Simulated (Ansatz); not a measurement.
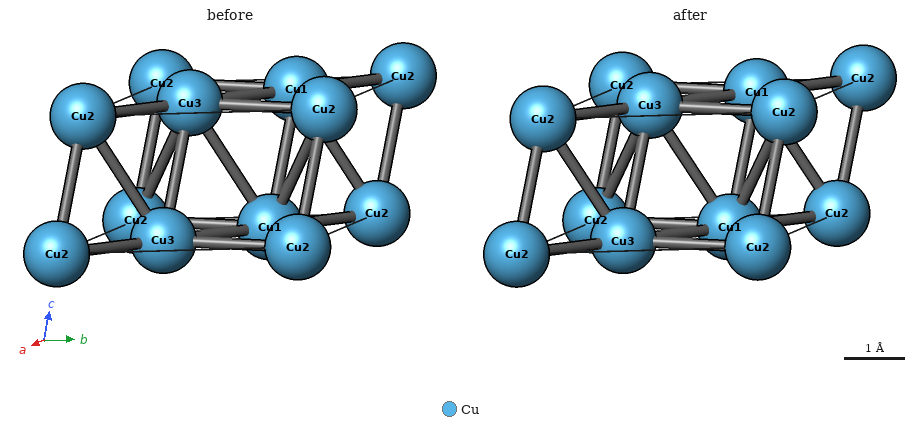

The structure of a crystal of Cu (set up in R-3m) before (left) and after (right) a relaxation, at one scale.

A ball-and-stick model of the cell of the calculation, seen slightly off an axis.

Case: film's bulk on the substrate's plane, third vector and atoms relaxed.

All numbers below come from DFT LDA, scalar-relativistic, plane waves, PAW (Ansatz). Settings: plane-wave cutoff 420 eV; k-point mesh 9 × 9 × 16; occupations gaussian; smearing width 0.1 eV; no spin polarisation; cell relaxed at fixed a, b, gamma; force threshold 0.01 eV/Å; at most 50 steps.

> Describe what moved and what it gained.

No atom moves by more than 0.005 Å relative to the cell. Cell: a = b unchanged at 4.121 Å, c 2.545 → 2.512 Å (−1.3 %), α 74.3° → 74.1°, β 122.7° → 123.3°. Volume −2.0 %. Near-neighbour distances that change, for instance: Cu1–Cu1 2.545 → 2.512 Å. The space group stays R-3m (No. 166). The energy falls by 4.4 meV per atom in 3 accepted moves (4 points after the start). All forces vanish by symmetry, so only the cell relaxes. Pressure: 9.80 GPa at the start and 13.72 GPa at the end. The SCF was repeated once at an unchanged geometry on a basis and grid sized afresh for the cell, which shifted the energy by 0.2 meV per atom at most. Cost: 24 s on 4 threads of Intel(R) Xeon(R) Platinum 8259CL CPU @ 2.50GHz (Skylake/Cascade Lake), with other jobs on the host, peak memory 0.67 GiB.
